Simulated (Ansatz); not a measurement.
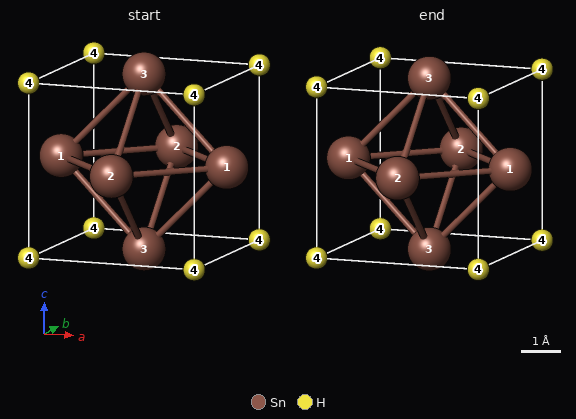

The structure of a crystal of Sn3H (a generated structure, set up in Pm-3m) before (left) and after (right) a relaxation, at one scale.

The picture is a ball-and-stick view of the cell of the calculation, seen slightly off an axis.

Theory: Ansatz 0.2.0, DFT PBE, scalar-relativistic, plane waves, PAW. (plane-wave cutoff 420 eV; k-point mesh 10 × 10 × 10; occupations gaussian; smearing width 0.1 eV; no spin polarisation; cell and atoms relaxed; force threshold 0.01 eV/Å; at most 80 steps)

What changed between the two?

No atom moves by more than 0.005 Å relative to the cell. The drawn cell changes as follows: a = b = c 4.627 → 4.523 Å (−2.3 %); the volume changes by −6.6 %. Among the contacts that change: Sn1–Sn2 3.272 → 3.198 Å. The space group stays Pm-3m (No. 221). After 3 accepted moves (4 points after the start) the energy has fallen by 14.7 meV per atom. All forces vanish by symmetry, so only the cell relaxes. Pressure: −2.68 GPa at the start and −0.01 GPa at the end. At 1 point the geometry stayed and the basis and grid were re-selected for the new cell (energy shift of 0.4 meV per atom at most each time).
